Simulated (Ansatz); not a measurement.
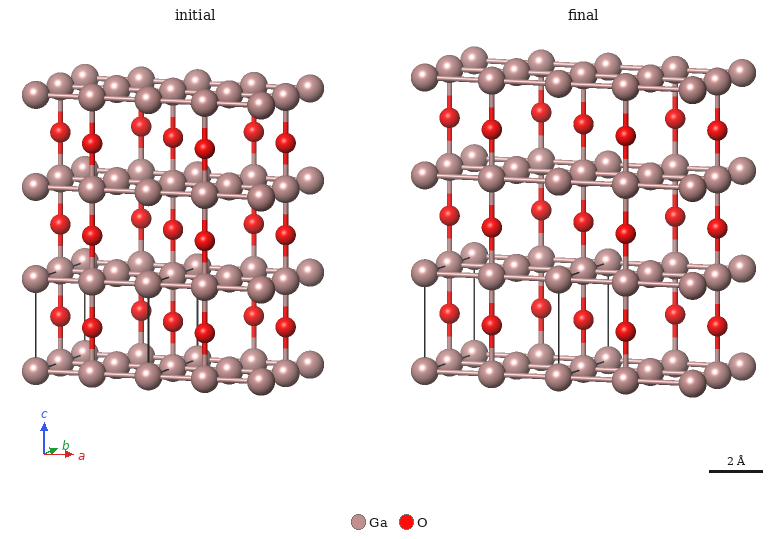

The structure of a crystal of Ga2O (a generated structure, set up in Cmmm) (coarse preliminary run) before (left) and after (right) a relaxation, at one scale.

The picture is a ball-and-stick view of the conventional cell (2 times the calculation's cell), repeated 2 × 1 × 3 with one cell outlined, seen slightly off an axis. Lengths and directions refer to the drawn axes.

The calculation used Ansatz 0.2.0, DFT PBE, scalar-relativistic, plane waves, PAW. Settings: plane-wave cutoff 420 eV; k-point mesh 6 × 6 × 6; occupations gaussian; smearing width 0.1 eV; no spin polarisation; cell and atoms relaxed; force threshold 0.04 eV/Å; at most 70 steps.

Q: What changed between the two?

A: No atom moves by more than 0.005 Å relative to the cell. The drawn cell changes as follows: a 4.603 → 5.472 Å (+18.9 %), b 5.434 → 5.478 Å (+0.8 %), c 3.559 → 3.783 Å (+6.3 %); the volume changes by +27.4 %. Among the contacts that change: Ga–Ga 2.301 → 2.736 Å, Ga–O 1.780 → 1.891 Å. The space group (tolerance 0.01 Å) goes from Cmmm (No. 65) to P4/mmm (No. 123). After 6 accepted moves (8 points after the start) the energy has fallen by 300 meV per atom. All forces vanish by symmetry, so only the cell relaxes. Pressure: 24.73 GPa at the start and −0.11 GPa at the end. At 2 points the geometry stayed and the basis and grid were re-selected for the new cell (energy shift of 22.9 meV per atom at most each time). The run took 8.3 s on 1 thread of AMD EPYC 9R45 96-Core Processor (Zen 5) (shared host), peak memory 0.43 GiB.
